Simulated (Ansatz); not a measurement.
# C6H6O (phenol) at PBE/6-31G(d) (spherical functions)

Aim: the vertical singlet–triplet gap of C6H6O (phenol) at PBE/6-31G* (spherical functions), from 2 runs. 

Program for the calculation: Ansatz 0.2.0.

40 further runs of the same task are left out: 40 set aside as unsound or not needed.

## 1. Starting point

C6H6O has 13 atoms, charge 0, and is taken as a singlet. As SMILES, `Oc1ccccc1`. The shape is that of a PBE0-D4/def2-TZVP optimisation. This is one conformer, not always the lowest.

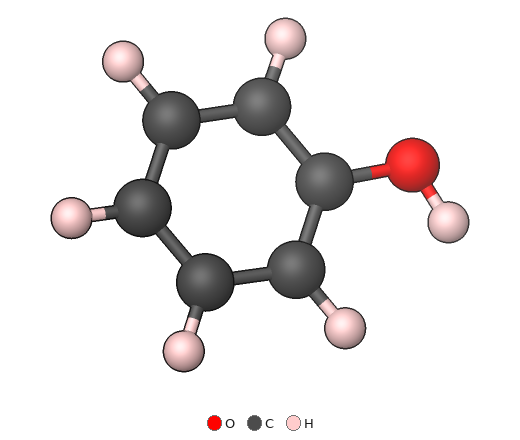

Viewed from a chosen angle; oxygen red, carbon dark grey, hydrogen pink.

## 2. The energy at PBE/6-31G(d) (spherical functions)

Input file input.yaml:

```yaml
basis:
  gaussian:
    orbitals: 6-31G_st_-spherical.json
crystal:
  periodic: [false, false, false]
  atoms:
    - symbol: O
      position_ang: [0.041560, -2.132590, 1.275290]
    - symbol: C
      position_ang: [0.026580, -0.969120, 0.577900]
    - symbol: C
      position_ang: [1.232630, -0.515560, 0.057130]
    - symbol: C
      position_ang: [1.265850, 0.666750, -0.661400]
    - symbol: C
      position_ang: [0.108700, 1.405820, -0.868640]
    - symbol: C
      position_ang: [-1.090010, 0.946870, -0.346150]
    - symbol: C
      position_ang: [-1.136740, -0.236140, 0.375590]
    - symbol: H
      position_ang: [-0.848660, -2.331560, 1.578030]
    - symbol: H
      position_ang: [2.129200, -1.099970, 0.224790]
    - symbol: H
      position_ang: [2.210020, 1.014920, -1.064820]
    - symbol: H
      position_ang: [0.142190, 2.330230, -1.431970]
    - symbol: H
      position_ang: [-2.002460, 1.512040, -0.498940]
    - symbol: H
      position_ang: [-2.078840, -0.591690, 0.783170]
accuracy: high
hamiltonian:
  xc: pbe
output:
  orbitals: {seedname: orbitals}
```

The basis set 6-31G* is read from a file made from the Basis Set Exchange's data (not shown).

Command:

```
$ ansatz run input.yaml --threads 1 --pin off --max-ram 3480MiB --events-out events.jsonl --progress --plain --runs-dir runs
```

Standard output:

```text
Warning: RAYON_NUM_THREADS=1 ignored (pool sized by the plan → 1); use --threads N
Functional definition: PBE
  name "PBE"
  parameter kappa = 0.804
  parameter beta = 0.06672455060314922
  exchange = pbe_x(kappa = kappa, mu = beta*pi^2/3)
  correlation = pbe_c(beta = beta)
2723 factors; integrals over basis functions are off by at most 3.2e-9 eV
mean field evaluation 1: about -8345.7082 eV, gradient 6.4e1 eV
mean field evaluation 2: about -8337.6848 eV, gradient 8.7e1 eV
mean field evaluation 4: about -8355.7384 eV, gradient 8.4e0 eV
mean field evaluation 8: about -8355.9124 eV, gradient 1.2e-1 eV
mean field evaluation 16: about -8355.9125 eV, gradient 6.3e-5 eV
mean field -8355.91247513 eV, -307.0741196202 hartree, gradient 3.3e-8 eV, S^2 0.000000; 0 other end points of the search recorded, 0 dependent functions left out
reference -8355.91247775 eV, -307.0741197164 hartree; 25, 25 occupied and 85, 85 virtual orbitals, 2723 factors
Total energy: -8355.91247775 eV, -307.0741197164 hartree
```

It took 14 s on 1 thread of Arm Neoverse V1, shared host; peak memory 0.35 GiB.

## 3. The triplet, same level

Input file job.yaml:

```yaml
crystal:
  periodic: [false, false, false]
  atoms:
    - {symbol: O, position_ang: [0.041560, -2.132590, 1.275290]}
    - {symbol: C, position_ang: [0.026580, -0.969120, 0.577900]}
    - {symbol: C, position_ang: [1.232630, -0.515560, 0.057130]}
    - {symbol: C, position_ang: [1.265850, 0.666750, -0.661400]}
    - {symbol: C, position_ang: [0.108700, 1.405820, -0.868640]}
    - {symbol: C, position_ang: [-1.090010, 0.946870, -0.346150]}
    - {symbol: C, position_ang: [-1.136740, -0.236140, 0.375590]}
    - {symbol: H, position_ang: [-0.848660, -2.331560, 1.578030]}
    - {symbol: H, position_ang: [2.129200, -1.099970, 0.224790]}
    - {symbol: H, position_ang: [2.210020, 1.014920, -1.064820]}
    - {symbol: H, position_ang: [0.142190, 2.330230, -1.431970]}
    - {symbol: H, position_ang: [-2.002460, 1.512040, -0.498940]}
    - {symbol: H, position_ang: [-2.078840, -0.591690, 0.783170]}
basis:
  gaussian: {orbitals: 6-31G_st_-spherical.json}
magnetization: {spin_polarized: true, initial_magnetization: 2}
hamiltonian: {xc: {name: PBE}}
accuracy: high
output: {orbitals: {seedname: orbitals}}
```

The basis set 6-31G* is read from a file made from the Basis Set Exchange's data (not shown).

Command:

```
$ ansatz run job.yaml --threads 1 --pin off --max-ram 3480MiB --events-out events.jsonl --progress --plain --runs-dir runs
```

Standard output, shortened:

```text
Warning: RAYON_NUM_THREADS=1 ignored (pool sized by the plan → 1); use --threads N
[... 6 set-up lines as earlier in the session ...]
2723 factors; integrals over basis functions are off by at most 3.2e-9 eV
mean field evaluation 1: about -8340.3031 eV, gradient 4.6e1 eV
mean field evaluation 2: about -8309.4810 eV, gradient 8.2e1 eV
mean field evaluation 4: about -8351.1684 eV, gradient 9.7e0 eV
mean field evaluation 8: about -8351.5210 eV, gradient 4.7e0 eV
mean field evaluation 16: about -8351.7003 eV, gradient 4.0e-1 eV
mean field evaluation 32: about -8351.7012 eV, gradient 2.7e-6 eV
mean field evaluation 64: about -8351.6453 eV, gradient 6.8e-1 eV
mean field -8351.70116380 eV, -306.9193567833 hartree, gradient 2.3e-8 eV, S^2 2.014846; 7 other end points of the search recorded, 0 dependent functions left out
reference -8351.70116644 eV, -306.9193568804 hartree; 26, 24 occupied and 84, 86 virtual orbitals, 2723 factors
Total energy: -8351.70116644 eV, -306.9193568804 hartree
```

Run time: 49 s. Hardware: 1 thread of Arm Neoverse V1, shared host; peak memory 0.46 GiB.

## 4. Results

Level: PBE/6-31G* (spherical functions).

```
                                        quantity          value
                           singlet: total energy  -307.07412 Eh
                            singlet: HOMO energy       -5.10 eV
                            singlet: LUMO energy       -0.64 eV
                          singlet: HOMO–LUMO gap        4.45 eV
                           triplet: total energy  -306.91936 Eh
     triplet: HOMO energy (highest over α and β)       -1.00 eV
                                   triplet: ⟨S²⟩          2.015
vertical energy of the triplet above the singlet       4.211 eV
```

In words: At this shape the triplet lies 4.21 eV (97 kcal/mol) above the singlet.
